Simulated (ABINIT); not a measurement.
**MoS₂: band-structure run (part 4 of 4)**

MoS₂ (R3m, 3 atoms in the cell); Kohn-Sham DFT of a periodic cell, PBE, spin-orbit coupling, JTH PAW PBE v2.0, no spin polarisation (ABINIT 10.8.3); cutoff 544.23 eV, 6×6×6 k-mesh, fermi-dirac of 0.05 eV. The structure derives from an entry of the Crystallography Open Database.

Geometry of the input (Å; fractional positions):
```
1.5800  0.9122  6.1500
-1.5800  0.9122  6.1500
0.0000  -1.8244  6.1500
Mo 0.0000  0.0000  0.0000
S  0.4170  0.4170  0.4170
S  0.2500  0.2500  0.2500
```

**The program's output, continued**
```
  4.1869E-01  4.2368E-01  4.6837E-01  4.7145E-01  5.4054E-01  5.4392E-01
  5.8636E-01  5.8826E-01  6.5046E-01  6.5099E-01  6.9435E-01  6.9590E-01
  7.1170E-01  7.1217E-01  7.5232E-01  7.5529E-01
 Non-SCF case, kpt   22 (  0.50000  0.18133 -0.18133), residuals and eigenvalues=
  3.39E-12  3.58E-12  9.89E-12  4.77E-12  2.12E-12  6.49E-12  2.08E-12  9.71E-12
  9.03E-12  6.64E-12  3.36E-12  3.24E-12  7.01E-12  1.72E-12  4.26E-12  3.06E-12
  2.26E-12  5.35E-12  9.58E-12  9.54E-12  2.73E-12  8.05E-12  9.15E-12  2.52E-12
  5.52E-12  7.51E-12  3.48E-12  5.80E-12  5.64E-12  6.45E-12  6.38E-12  2.19E-12
  5.84E-12  8.75E-12  7.86E-12  5.75E-12  6.76E-12  5.35E-12  7.50E-09  1.18E-08
  1.44E-06  4.92E-05  1.43E-05  5.42E-04  9.94E-05  1.05E-03
 -1.9490E+00 -1.9490E+00 -1.0612E+00 -1.0602E+00 -9.7538E-01 -9.7337E-01
 -9.7072E-01 -9.7011E-01 -1.5886E-01 -1.5609E-01 -1.5537E-01 -1.5521E-01
  8.0404E-02  8.0702E-02  1.1005E-01  1.1141E-01  1.3114E-01  1.3383E-01
  1.5009E-01  1.5094E-01  1.7288E-01  1.7422E-01  2.0844E-01  2.0896E-01
  2.8076E-01  2.8606E-01  3.4827E-01  3.4835E-01  3.9612E-01  3.9844E-01
  4.2099E-01  4.2597E-01  4.6759E-01  4.7047E-01  5.4364E-01  5.4831E-01
  5.7665E-01  5.7733E-01  6.5162E-01  6.5239E-01  7.0056E-01  7.0234E-01
  7.1194E-01  7.1332E-01  7.4055E-01  7.4328E-01

--- !ResultsGS
iteration_state: {dtset: 2, }
comment   : Summary of ground state results
lattice_vectors:
- [  2.9857673,   1.7238335,  11.6218157, ]
- [ -2.9857673,   1.7238335,  11.6218157, ]
- [  0.0000000,  -3.4476671,  11.6218157, ]
lattice_lengths: [  12.12242,   12.12242,   12.12242, ]
lattice_angles: [ 28.517,  28.517,  28.517, ] # degrees, (23, 13, 12)
lattice_volume:   3.5890253E+02
convergence: {deltae:  0.000E+00, res2:  0.000E+00, residm:  9.999E-12, diffor:  0.000E+00, }
etotal    :  -8.95922292E+01
entropy   :   0.00000000E+00
fermie    :   3.27311520E-01
cartesian_stress_tensor: null
pressure_GPa: null
xred      :
- [  0.0000E+00,   0.0000E+00,   0.0000E+00, Mo]
- [  4.1700E-01,   4.1700E-01,   4.1700E-01,  S]
- [  2.5000E-01,   2.5000E-01,   2.5000E-01,  S]
cartesian_forces: null
force_length_stats: {min: null, max: null, mean: null, }
...

 Integrated electronic density in atomic spheres:
 ------------------------------------------------
 Atom  Sphere_radius  Integrated_density
    1        2.20740         11.30443589
    2        1.90380          3.60810866
    3        1.90380          3.61364538

================================================================================

 ----iterations are completed or convergence reached----

 Mean square residual over all n,k,spin=   53.814E-13; max=  99.989E-13
 reduced coordinates (array xred) for    3 atoms
       0.000000000000      0.000000000000      0.000000000000
       0.417000000000      0.417000000000      0.417000000000
       0.250000000000      0.250000000000      0.250000000000

 cartesian coordinates (angstrom) at end:
    1      0.00000000000000     0.00000000000000     0.00000000000000
    2     -0.00000000000000    -0.00000000000000     7.69365000000000
    3      0.00000000000000     0.00000000000000     4.61250000000000
 length scales=  1.889726125908  1.889726125908  1.889726125908 bohr
              =  1.000000000000  1.000000000000  1.000000000000 angstroms
 Eigenvalues (hartree) for nkpt=  22  k points:
 kpt#   1, nband= 46, wtk=  1.00000, kpt=  0.0000  0.0000  0.0000 (reduced coord)
  -1.95068   -1.95068   -1.05588   -1.05588   -0.96918   -0.96918   -0.96306   -0.96306
  -0.24377   -0.24377   -0.18032   -0.18032    0.05504    0.05504    0.18392    0.18392
   0.18622    0.18622    0.22523    0.22523    0.22835    0.22835    0.26592    0.26592
   0.26970    0.26970    0.38546    0.38546    0.38848    0.38848    0.40245    0.40245
   0.40247    0.40247    0.51428    0.51428    0.60916    0.60916    0.62438    0.62438
   0.68215    0.68215    0.68537    0.68537    0.74917    0.74959
 kpt#   2, nband= 46, wtk=  1.00000, kpt=  0.0385  0.0000  0.0000 (reduced coord)
  -1.95065   -1.95065   -1.05594   -1.05594   -0.96921   -0.96920   -0.96321   -0.96321
  -0.24291   -0.24290   -0.18006   -0.18006    0.05605    0.05605    0.18276    0.18277
   0.18637    0.18637    0.22241    0.22247    0.22613    0.22613    0.26605    0.26643
   0.27111    0.27145    0.38533    0.38546    0.38910    0.38915    0.39929    0.39953
   0.40149    0.40165    0.51850    0.51851    0.61298    0.61309    0.62495    0.62497
   0.68215    0.68244    0.68696    0.68700    0.74225    0.74819
 kpt#   3, nband= 46, wtk=  1.00000, kpt=  0.0769  0.0000  0.0000 (reduced coord)
  -1.95059   -1.95059   -1.05612   -1.05611   -0.96929   -0.96928   -0.96364   -0.96364
  -0.24035   -0.24035   -0.17929   -0.17929    0.05900    0.05900    0.17771    0.17772
   0.18871    0.18871    0.21406    0.21415    0.22165    0.22166    0.26621    0.26661
   0.27416    0.27448    0.38390    0.38448    0.39065    0.39116    0.39282    0.39354
   0.39885    0.39947    0.53017    0.53017    0.62241    0.62271    0.62711    0.62718
   0.68038    0.68091    0.69395    0.69399    0.72543    0.72578
 kpt#   4, nband= 46, wtk=  1.00000, kpt=  0.1154  0.0000  0.0000 (reduced coord)
  -1.95048   -1.95048   -1.05639   -1.05639   -0.96943   -0.96942   -0.96430   -0.96430
  -0.23619   -0.23618   -0.17804   -0.17803    0.06364    0.06364    0.16983    0.16985
   0.19288    0.19288    0.20284    0.20298    0.21561    0.21561    0.26570    0.26607
   0.27534    0.27555    0.37962    0.38016    0.38475    0.38540    0.39360    0.39451
   0.39958    0.40050    0.54691    0.54693    0.62556    0.62570    0.63853    0.63885
   0.67775    0.67857    0.70552    0.70552    0.70758    0.70808
 kpt#   5, nband= 46, wtk=  1.00000, kpt=  0.1538  0.0000  0.0000 (reduced coord)
  -1.95035   -1.95035   -1.05677   -1.05676   -0.96968   -0.96966   -0.96511   -0.96510
  -0.23055   -0.23054   -0.17633   -0.17633    0.06949    0.06951    0.16044    0.16049
   0.19031    0.19050    0.19864    0.19866    0.20848    0.20850    0.26389    0.26422
   0.27294    0.27300    0.36971    0.36992    0.38772    0.38773    0.38974    0.39014
   0.40676    0.40715    0.56525    0.56528    0.62643    0.62662    0.64720    0.64772
   0.67493    0.67617    0.69654    0.69675    0.72078    0.72110
 kpt#   6, nband= 46, wtk=  1.00000, kpt=  0.1923  0.0000  0.0000 (reduced coord)
  -1.95018   -1.95018   -1.05722   -1.05721   -0.97007   -0.97006   -0.96593   -0.96592
  -0.22364   -0.22361   -0.17425   -0.17423    0.07573    0.07578    0.15080    0.15091
   0.17753    0.17781    0.20050    0.20053    0.20579    0.20582    0.26016    0.26046
   0.26725    0.26732    0.36184    0.36226    0.38438    0.38458    0.39470    0.39472
   0.41424    0.41450    0.57929    0.57929    0.62825    0.62899    0.64457    0.64494
   0.66944    0.67018    0.69910    0.69927    0.73817    0.74282
 kpt#   7, nband= 46, wtk=  1.00000, kpt=  0.2308  0.0000  0.0000 (reduced coord)
  -1.95000   -1.95000   -1.05772   -1.05771   -0.97068   -0.97066   -0.96663   -0.96662
  -0.21570   -0.21566   -0.17187   -0.17184    0.08107    0.08113    0.14213    0.14239
   0.16481    0.16527    0.19301    0.19301    0.21336    0.21337    0.25437    0.25473
   0.25999    0.26002    0.35801    0.35852    0.37974    0.37989    0.40322    0.40327
   0.42122    0.42142    0.58369    0.58383    0.62057    0.62163    0.64528    0.64645
   0.66358    0.66408    0.70461    0.70464    0.75370    0.75821
 kpt#   8, nband= 46, wtk=  1.00000, kpt=  0.2692  0.0000  0.0000 (reduced coord)
  -1.94982   -1.94982   -1.05825   -1.05825   -0.97149   -0.97148   -0.96713   -0.96713
  -0.20707   -0.20701   -0.16931   -0.16925    0.08382    0.08387    0.13540    0.13604
   0.15276    0.15356    0.18581    0.18582    0.22139    0.22141    0.24722    0.24763
   0.25323    0.25331    0.35827    0.35879    0.37580    0.37590    0.41243    0.41248
   0.42724    0.42740    0.58090    0.58123    0.60715    0.60811    0.62968    0.62991
   0.67825    0.67884    0.70657    0.70729    0.76178    0.76273
 kpt#   9, nband= 46, wtk=  1.00000, kpt=  0.3077  0.0000  0.0000 (reduced coord)
  -1.94964   -1.94964   -1.05878   -1.05878   -0.97243   -0.97241   -0.96745   -0.96744
  -0.19816   -0.19808   -0.16670   -0.16661    0.08289    0.08289    0.13016    0.13148
   0.14242    0.14382    0.17934    0.17934    0.22912    0.22920    0.24050    0.24070
   0.24856    0.24859    0.36163    0.36215    0.37292    0.37298    0.42109    0.42116
   0.43208    0.43223    0.57435    0.57456    0.59399    0.59420    0.60879    0.60940
   0.68792    0.68871    0.71364    0.71495    0.76359    0.77154
 kpt#  10, nband= 46, wtk=  1.00000, kpt=  0.3462  0.0000  0.0000 (reduced coord)
  -1.94947   -1.94947   -1.05928   -1.05927   -0.97335   -0.97334   -0.96763   -0.96763
  -0.18947   -0.18936   -0.16422   -0.16410    0.07893    0.07898    0.12413    0.12573
   0.13584    0.13741    0.17381    0.17381    0.23350    0.23424    0.23716    0.23789
   0.24692    0.24706    0.36668    0.36720    0.37151    0.37153    0.42837    0.42850
   0.43575    0.43589    0.56230    0.56306    0.57878    0.58077    0.59464    0.59642
   0.68599    0.68655    0.72306    0.72414    0.75392    0.75450
 kpt#  11, nband= 46, wtk=  1.00000, kpt=  0.3846  0.0000  0.0000 (reduced coord)
  -1.94933   -1.94933   -1.05971   -1.05970   -0.97417   -0.97416   -0.96774   -0.96774
  -0.18160   -0.18146   -0.16205   -0.16190    0.07378    0.07386    0.11734    0.11853
   0.13223    0.13331    0.16937    0.16937    0.23050    0.23077    0.24236    0.24284
   0.24882    0.24909    0.36949    0.36969    0.37431    0.37463    0.43381    0.43402
   0.43839    0.43852    0.54325    0.54412    0.56910    0.57149    0.58834    0.59024
   0.68045    0.68092    0.72573    0.72652    0.74157    0.74168
 kpt#  12, nband= 46, wtk=  1.00000, kpt=  0.4231  0.0000  0.0000 (reduced coord)
  -1.94923   -1.94923   -1.06003   -1.06003   -0.97480   -0.97479   -0.96780   -0.96780
  -0.17521   -0.17506   -0.16037   -0.16021    0.06901    0.06908    0.11163    0.11240
   0.12936    0.13001    0.16614    0.16614    0.22788    0.22800    0.24681    0.24713
   0.25287    0.25307    0.36989    0.36998    0.38014    0.38052    0.43733    0.43760
   0.44017    0.44032    0.52430    0.52482    0.56424    0.56608    0.58557    0.58707
   0.67444    0.67483    0.72473    0.72533    0.73108    0.73121
 kpt#  13, nband= 46, wtk=  1.00000, kpt=  0.4615  0.0000  0.0000 (reduced coord)
  -1.94916   -1.94916   -1.06024   -1.06024   -0.97519   -0.97519   -0.96783   -0.96783
  -0.17097   -0.17086   -0.15931   -0.15920    0.06570    0.06574    0.10801    0.10839
   0.12730    0.12761    0.16417    0.16417    0.22629    0.22634    0.24974    0.24987
   0.25664    0.25672    0.37030    0.37033    0.38489    0.38515    0.43922    0.43941
   0.44127    0.44140    0.51074    0.51095    0.56199    0.56298    0.58463    0.58545
   0.66988    0.67011    0.72142    0.72161    0.72643    0.72648
 kpt#  14, nband= 46, wtk=  1.00000, kpt=  0.5000  0.0000  0.0000 (reduced coord)
  -1.94914   -1.94914   -1.06031   -1.06031   -0.97533   -0.97533   -0.96784   -0.96784
  -0.16943   -0.16943   -0.15891   -0.15891    0.06454    0.06454    0.10690    0.10690
   0.12663    0.12663    0.16351    0.16351    0.22577    0.22577    0.25078    0.25078
   0.25818    0.25818    0.37049    0.37049    0.38684    0.38684    0.43986    0.43986
   0.44171    0.44171    0.50581    0.50581    0.56166    0.56166    0.58472    0.58472
   0.66824    0.66824    0.71937    0.71937    0.72569    0.72569
 kpt#  15, nband= 46, wtk=  1.00000, kpt=  0.5000  0.0227 -0.0227 (reduced coord)
  -1.94913   -1.94913   -1.06043   -1.06022   -0.97542   -0.97516   -0.96797   -0.96793
  -0.16930   -0.16873   -0.15872   -0.15868    0.06553    0.06584    0.10570    0.10588
   0.12663    0.12688    0.16383    0.16417    0.22525    0.22560    0.24222    0.24557
   0.25977    0.26351    0.36997    0.37099    0.38603    0.38823    0.43604    0.43681
   0.44281    0.44363    0.50689    0.50716    0.56737    0.56790    0.58776    0.58841
   0.66986    0.67015    0.70698    0.71109    0.72978    0.73370
 kpt#  16, nband= 46, wtk=  1.00000, kpt=  0.5000  0.0453 -0.0453 (reduced coord)
  -1.94911   -1.94911   -1.06057   -1.06015   -0.97545   -0.97491   -0.96829   -0.96823
  -0.16838   -0.16726   -0.15814   -0.15807    0.06879    0.06939    0.10240    0.10269
   0.12704    0.12751    0.16517    0.16582    0.22322    0.22457    0.22933    0.23258
   0.26346    0.26751    0.36886    0.37075    0.38648    0.39062    0.42776    0.42801
   0.44742    0.44801    0.51017    0.51069    0.58300    0.58373    0.59689    0.59798
   0.67511    0.67589    0.68989    0.69385    0.73576    0.73944
 kpt#  17, nband= 46, wtk=  1.00000, kpt=  0.5000  0.0680 -0.0680 (reduced coord)
  -1.94908   -1.94908   -1.06072   -1.06012   -0.97543   -0.97460   -0.96873   -0.96871
  -0.16679   -0.16517   -0.15726   -0.15717    0.07415    0.07504    0.09747    0.09779
   0.12799    0.12866    0.16751    0.16846    0.21181    0.21482    0.22231    0.22317
   0.26643    0.27062    0.36620    0.36829    0.38939    0.39461    0.41794    0.41869
   0.45322    0.45448    0.51521    0.51601    0.60364    0.60407    0.61071    0.61206
   0.66827    0.67231    0.68688    0.68758    0.73941    0.74322
 kpt#  18, nband= 46, wtk=  1.00000, kpt=  0.5000  0.0907 -0.0907 (reduced coord)
  -1.94904   -1.94904   -1.06087   -1.06011   -0.97539   -0.97423   -0.96931   -0.96922
  -0.16474   -0.16268   -0.15626   -0.15614    0.08137    0.08251    0.09185    0.09215
   0.12934    0.13009    0.17058    0.17190    0.19453    0.19708    0.21838    0.21862
   0.26961    0.27397    0.36172    0.36346    0.39400    0.39945    0.41034    0.41163
   0.45926    0.46112    0.52155    0.52268    0.61935    0.62050    0.63162    0.63343
   0.64737    0.65113    0.70278    0.70322    0.73785    0.74047
 kpt#  19, nband= 46, wtk=  1.00000, kpt=  0.5000  0.1133 -0.1133 (reduced coord)
  -1.94900   -1.94900   -1.06101   -1.06013   -0.97537   -0.97386   -0.96994   -0.96967
  -0.16254   -0.16012   -0.15534   -0.15521    0.08603    0.08647    0.09061    0.09187
   0.13065    0.13130    0.17211    0.17487    0.17878    0.18063    0.21301    0.21346
   0.27352    0.27816    0.35604    0.35723    0.39653    0.40036    0.40877    0.41207
   0.46423    0.46666    0.52851    0.53013    0.62185    0.62386    0.63527    0.63694
   0.65709    0.65823    0.71803    0.71909    0.73614    0.73697
 kpt#  20, nband= 46, wtk=  1.00000, kpt=  0.5000  0.1360 -0.1360 (reduced coord)
  -1.94897   -1.94897   -1.06112   -1.06016   -0.97537   -0.97353   -0.97048   -0.96998
  -0.16054   -0.15788   -0.15474   -0.15460    0.08214    0.08246    0.10018    0.10161
   0.13088    0.13157    0.16121    0.16294    0.17796    0.17975    0.20778    0.20855
   0.27784    0.28287    0.35044    0.35103    0.39563    0.39841    0.41351    0.41814
   0.46734    0.47023    0.53516    0.53748    0.60298    0.60568    0.64370    0.64410
   0.67983    0.68089    0.71432    0.71570    0.75459    0.75854
 kpt#  21, nband= 46, wtk=  1.00000, kpt=  0.5000  0.1587 -0.1587 (reduced coord)
  -1.94895   -1.94895   -1.06117   -1.06018   -0.97539   -0.97335   -0.97077   -0.97013
  -0.15917   -0.15638   -0.15469   -0.15454    0.08004    0.08033    0.10905    0.11038
   0.12873    0.13076    0.15278    0.15288    0.17742    0.17916    0.20575    0.20651
   0.28100    0.28639    0.34696    0.34722    0.39530    0.39783    0.41869    0.42368
   0.46837    0.47145    0.54054    0.54392    0.58636    0.58826    0.65046    0.65099
   0.69435    0.69590    0.71170    0.71217    0.75232    0.75529
 kpt#  22, nband= 46, wtk=  1.00000, kpt=  0.5000  0.1813 -0.1813 (reduced coord)
  -1.94895   -1.94895   -1.06116   -1.06017   -0.97538   -0.97337   -0.97072   -0.97011
  -0.15886   -0.15609   -0.15537   -0.15521    0.08040    0.08070    0.11005    0.11141
   0.13114    0.13383    0.15009    0.15094    0.17288    0.17422    0.20844    0.20896
   0.28076    0.28606    0.34827    0.34835    0.39612    0.39844    0.42099    0.42597
   0.46759    0.47047    0.54364    0.54831    0.57665    0.57733    0.65162    0.65239
   0.70056    0.70234    0.71194    0.71332    0.74055    0.74328

== END DATASET(S) ==============================================================
================================================================================

 -outvars: echo values of variables after computation  --------
            acell      1.8897261259E+00  1.8897261259E+00  1.8897261259E+00 Bohr
           etotal1    -8.9592229226E+01
            fcart1    -1.2960192796E-18  1.0653628440E-19  1.6947538660E-03
                       1.7863813438E-19 -1.9696640049E-18  8.6821755838E-03
                       1.1173811452E-18  1.8631277205E-18 -1.0376929450E-02
            rprim      1.5800000000E+00  9.1221342530E-01  6.1500000000E+00
                      -1.5800000000E+00  9.1221342530E-01  6.1500000000E+00
                       0.0000000000E+00 -1.8244268506E+00  6.1500000000E+00
           strten1    -1.5603330747E-04 -1.5603330718E-04 -2.3571247188E-04
                       0.0000000000E+00  0.0000000000E+00  0.0000000000E+00
           xangst      0.0000000000E+00  0.0000000000E+00  0.0000000000E+00
                      -3.8351262239E-17 -2.6932164767E-17  7.6936500000E+00
                       0.0000000000E+00  0.0000000000E+00  4.6125000000E+00
             xred      0.0000000000E+00  0.0000000000E+00  0.0000000000E+00
                       4.1700000000E-01  4.1700000000E-01  4.1700000000E-01
                       2.5000000000E-01  2.5000000000E-01  2.5000000000E-01
 Calculation completed.
```

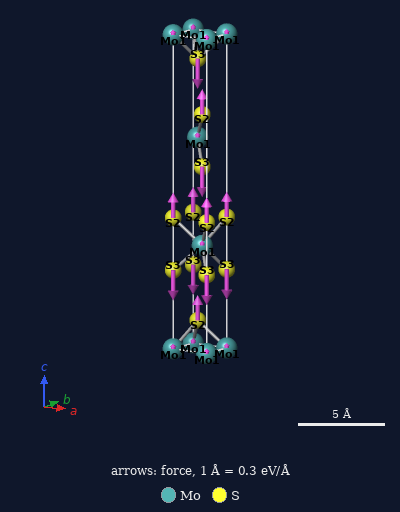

**Figure 1.** Forces on the atoms as pink arrows (ball-and-stick view of the cell 3 times as large as that of the calculation, set on its symmetry axes, seen slightly off an axis; atoms are numbered from 1 in the order of the input). The largest act on S3 (0.53 eV/Å); S2 (0.45 eV/Å). The geometry is not a stationary point of this energy.
